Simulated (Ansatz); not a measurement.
## Al₃₂N₃₂: single-point calculation (part 2 of 2)

Al₃₂N₃₂ (F-43m, 64 atoms in the cell); DFT, HSE06, PAW, plane waves (Ansatz 0.2.0); cutoff 420 eV, 1×1×1 k-mesh, Fermi–Dirac smearing of 0.01 eV. The structure was built on a prototype by a generator.

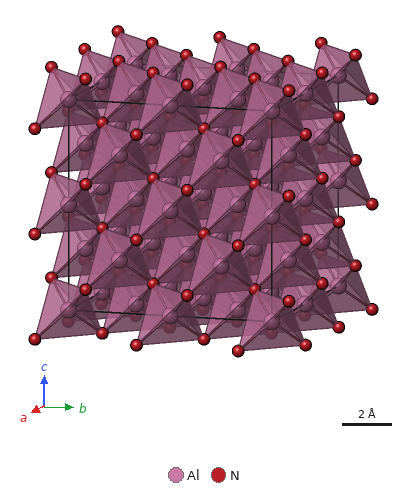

The structure (polyhedral view of the cell of the calculation, seen slightly off an axis; polyhedra are completed across the faces of the cell).

```
hybrid outer 2: dexx = +5.825e-7 eV, tail = 6.83e-8 eV, Δε = 1.17e-3 eV (about 4.57e-5 eV left of the loop's levels), ΔF = 8.75e-4 eV/Å (tail 4.23e-4)
NSCF: frozen V_eff on 1 k-points
hybrid SCF converged: 2 outer / 10 inner (+2 warm-up), last move |dexx| = 5.82e-7 eV, tail = 6.83e-8 eV
Stability not checked: this state was not tested for a lower state beside it, because the functional holds exact exchange (a hybrid, or Hartree-Fock), whose exchange loop this test does not read (fock_operator; see scf.lower_state_search)
Free energy (F): -29589.112050 eV
Harris-Foulkes:  -29589.112050 eV  (|F-HF|=1.38e-8)
Internal energy: -29589.112050 eV  (E = F + TS)
E sigma→0 (E₀):  -29589.112050 eV
Fermi energy:    8.633074 eV
--- Per-component energies (eV) ---
  E_band       = 117.229563
  E_kinetic    = 5110.458621
  E_local      = -7135.908505  (includes V_loc(G=0)·N_el)
  E_nonlocal   = 1735.854442
  E_hartree    = 2486.021316
  E_xc         = -2641.189148
  E_vxc        = -2779.373635  (∫ρ·V_xc dr)
  E_exx        = -572.576478  (= α·E_x^exact, valence–valence)
  E_paw        = -19099.423954  (= ΣΔE_a)
  E_vpaw       = -640.693754  (= ΣTr[D̂ρ^β])
  E_aug_tail   = 0.003108  (compensation charges beyond the density's cutoff)
  E_ewald      = -9470.207626
  E_core_change = -2.143832  (= ΣΔE_core)
  E_smearing   = -0.000000  (= −TS)
  E_closure    = 0.000005  (closes the sum)
  Σ components = -29589.112050   (vs F -29589.112050, Δ=0.00e0)
--- Forces (eV/Å), atoms counted from 1 ---
  atom   1  Al    -0.01834825    -0.01835102    -0.01834917
  atom   2  Al    -0.01834946    -0.01835031    -0.01834921
  atom   3  Al    -0.01834229    -0.01835037    -0.01834776
  atom   4  Al    -0.01834541    -0.01834664    -0.01834968
  atom   5  Al    -0.01834681    -0.01834574    -0.01834863
  atom   6  Al    -0.01834866    -0.01834662    -0.01834860
  atom   7  Al    -0.01834657    -0.01834648    -0.01835137
  atom   8  Al    -0.01834861    -0.01834442    -0.01835029
  atom   9  Al    -0.01835852    -0.01835405    -0.01835037
  atom  10  Al    -0.01835312    -0.01835380    -0.01834983
  atom  11  Al    -0.01836000    -0.01834583    -0.01835109
  atom  12  Al    -0.01835471    -0.01834402    -0.01835045
  atom  13  Al    -0.01834273    -0.01835467    -0.01834975
  atom  14  Al    -0.01834426    -0.01835623    -0.01834647
  atom  15  Al    -0.01833888    -0.01834042    -0.01834548
  atom  16  Al    -0.01834247    -0.01834210    -0.01834551
  atom  17  Al    -0.01836045    -0.01834695    -0.01835453
  atom  18  Al    -0.01835475    -0.01834770    -0.01833582
  atom  19  Al    -0.01835717    -0.01834538    -0.01835403
  atom  20  Al    -0.01835747    -0.01834771    -0.01833788
  atom  21  Al    -0.01833953    -0.01835176    -0.01835617
  atom  22  Al    -0.01833814    -0.01834914    -0.01834033
  atom  23  Al    -0.01833910    -0.01834526    -0.01835404
  atom  24  Al    -0.01834553    -0.01835009    -0.01834097
  atom  25  Al    -0.01834727    -0.01835508    -0.01835823
  atom  26  Al    -0.01834805    -0.01835207    -0.01833959
  atom  27  Al    -0.01834942    -0.01834159    -0.01835746
  atom  28  Al    -0.01834840    -0.01833795    -0.01834238
  atom  29  Al    -0.01834547    -0.01835751    -0.01835263
  atom  30  Al    -0.01834757    -0.01835427    -0.01833767
  atom  31  Al    -0.01834718    -0.01834436    -0.01835149
  atom  32  Al    -0.01834593    -0.01834349    -0.01834166
  atom  33  N      0.01833263     0.01832893     0.01834549
  atom  34  N      0.01832704     0.01833433     0.01837647
  atom  35  N      0.01833037     0.01835050     0.01834063
  atom  36  N      0.01832251     0.01836507     0.01835153
  atom  37  N      0.01835986     0.01834874     0.01831801
  atom  38  N      0.01836361     0.01832392     0.01835787
  atom  39  N      0.01836114     0.01836677     0.01832707
  atom  40  N      0.01836176     0.01837082     0.01835376
  atom  41  N      0.01831417     0.01834060     0.01832671
  atom  42  N      0.01833008     0.01832580     0.01837063
  atom  43  N      0.01833121     0.01837448     0.01832962
  atom  44  N      0.01833272     0.01836332     0.01835208
  atom  45  N      0.01837369     0.01831721     0.01832456
  atom  46  N      0.01835945     0.01831234     0.01839280
  atom  47  N      0.01835436     0.01834537     0.01834011
  atom  48  N      0.01834547     0.01834884     0.01836445
  atom  49  N      0.01834135     0.01832735     0.01834333
  atom  50  N      0.01832151     0.01833156     0.01835306
  atom  51  N      0.01832947     0.01835942     0.01833436
  atom  52  N      0.01831463     0.01834571     0.01835952
  atom  53  N      0.01836824     0.01831662     0.01831615
  atom  54  N      0.01834535     0.01832593     0.01835267
  atom  55  N      0.01835721     0.01836115     0.01830939
  atom  56  N      0.01836665     0.01836318     0.01835923
  atom  57  N      0.01833571     0.01835025     0.01831349
  atom  58  N      0.01833371     0.01833667     0.01836195
  atom  59  N      0.01833201     0.01836505     0.01831969
  atom  60  N      0.01831713     0.01837187     0.01834942
  atom  61  N      0.01835936     0.01831979     0.01832580
  atom  62  N      0.01835611     0.01831944     0.01836188
  atom  63  N      0.01835990     0.01835526     0.01832528
  atom  64  N      0.01836252     0.01836708     0.01834837
  max |Σ_I F_I| component: 1.41e-4 eV/Å
--- Band table (eV) ---
  k-point 0: bands = ["-10.1815", "-9.5847", "-9.5847", "-9.5847", "-9.0775", "-9.0775", "-9.0775", "-8.7020", "-8.5939", "-8.5939", "-8.5939", "-8.2909", "-8.2909", "-8.2909", "-8.2909", "-8.2909", "-8.2909", "-8.2034", "-8.2034", "-8.2034", "-7.9041", "-7.9041", "-7.9041", "-7.7328", "-7.7328", "-7.7328", "-7.6832", "-7.6832", "-7.6832", "-7.6832", "-7.6832", "-7.6832", "0.0393", "0.0393", "0.0393", "0.5168", "0.7871", "0.7871", "0.7871", "0.9846",
      "0.9846", "0.9846", "1.0193", "1.0193", "1.0193", "1.0193", "1.0193", "1.0193", "1.2673", "1.2673", "1.2673", "1.2673", "1.2673", "1.2673", "1.7613", "1.7613", "1.7613", "1.8139", "1.8139", "1.8139", "2.6380", "2.6380", "2.6380", "2.6380", "2.6380", "2.6380", "2.8952", "2.8952", "2.8952", "3.1499", "3.1499", "3.1499", "3.4762", "3.4762", "3.4762", "3.7494", "3.7494", "3.7494", "3.7494", "3.7494",
      "3.7494", "4.0042", "4.0042", "4.0042", "4.0042", "4.0042", "4.0042", "4.2118", "4.2118", "4.2118", "4.3650", "4.3650", "4.3650", "4.6449", "4.6449", "4.6449", "4.6994", "4.6994", "4.6994", "4.7315", "4.7315", "4.7315", "4.7453", "4.9664", "4.9664", "4.9664", "4.9799", "4.9799", "4.9799", "4.9799", "4.9799", "4.9799", "5.1993", "5.1993", "5.1993", "5.3287", "5.3287", "5.3287", "5.4441", "5.4441",
      "5.4441", "5.5078", "5.5078", "5.7199", "5.7199", "5.7199", "5.8752", "5.8752", "11.3950", "11.3950", "11.3950", "12.4522", "12.9583", "12.9583", "12.9583", "13.1246", "13.1246", "13.1246", "13.1246", "13.1246", "13.1246", "13.7675", "13.7675", "13.7675", "14.0882", "14.0882", "14.0882", "14.4639", "14.4639", "14.4639", "14.4639", "14.4639", "14.4639", "14.6210", "14.7542", "14.7542", "14.7542", "15.1271", "15.1271", "15.1271",
      "16.3383", "16.3383", "16.3383", "16.6891", "16.6891", "16.6891", "17.1632", "17.1632", "17.1632", "17.1632", "17.1632", "17.1632", "17.2850", "17.2850", "17.2850", "17.4290", "17.4290", "17.4290", "17.7077", "17.7077", "17.7077", "17.8516", "17.9965", "17.9965", "17.9965", "17.9965", "17.9965", "17.9965", "18.5367", "18.5367", "18.5367", "19.0310"]
--- Löwdin populations: 64 sites ---
  site symbol       q [e]
     0     Al      1.8925
     1     Al      1.8925
     2     Al      1.8925
     3     Al      1.8925
     4     Al      1.8925
     5     Al      1.8925
     6     Al      1.8925
     7     Al      1.8925
     8     Al      1.8925
     9     Al      1.8925
    10     Al      1.8925
    11     Al      1.8925
    12     Al      1.8925
    13     Al      1.8925
    14     Al      1.8925
    15     Al      1.8925
    16     Al      1.8925
    17     Al      1.8925
    18     Al      1.8925
    19     Al      1.8925
    20     Al      1.8925
    21     Al      1.8925
    22     Al      1.8925
    23     Al      1.8925
    24     Al      1.8925
    25     Al      1.8925
    26     Al      1.8925
    27     Al      1.8925
    28     Al      1.8925
    29     Al      1.8925
    30     Al      1.8925
    31     Al      1.8925
    32      N      6.0415
    33      N      6.0415
    34      N      6.0415
    35      N      6.0415
    36      N      6.0415
    37      N      6.0415
    38      N      6.0415
    39      N      6.0415
    40      N      6.0415
    41      N      6.0415
    42      N      6.0415
    43      N      6.0415
    44      N      6.0415
    45      N      6.0415
    46      N      6.0415
    47      N      6.0415
    48      N      6.0415
    49      N      6.0415
    50      N      6.0415
    51      N      6.0415
    52      N      6.0415
    53      N      6.0415
    54      N      6.0415
    55      N      6.0415
    56      N      6.0415
    57      N      6.0415
    58      N      6.0415
    59      N      6.0415
    60      N      6.0415
    61      N      6.0415
    62      N      6.0415
    63      N      6.0415
  spilling = 0.008254 (of n_electrons = 256.000000)
```

## Key numbers

```json
{"quantity": "outcome", "value": "converged"}
{"quantity": "space group (tolerance 0.01 Å)", "value": "F-43m (216)"}
{"quantity": "electrons treated", "value": "256"}
{"quantity": "free energy", "value": "−29589.1121 eV"}
{"quantity": "Fermi energy", "value": "8.633 eV"}
{"quantity": "largest force (length of the vector)", "value": "0.032 eV/Å"}
{"quantity": "wall time", "value": "1.8 min (CPU time 11 min)"}
{"quantity": "peak memory", "value": "2.7 GiB"}
```

## Remarks

The k-point mesh is coarse for a cell of this size, so the results may not be converged.
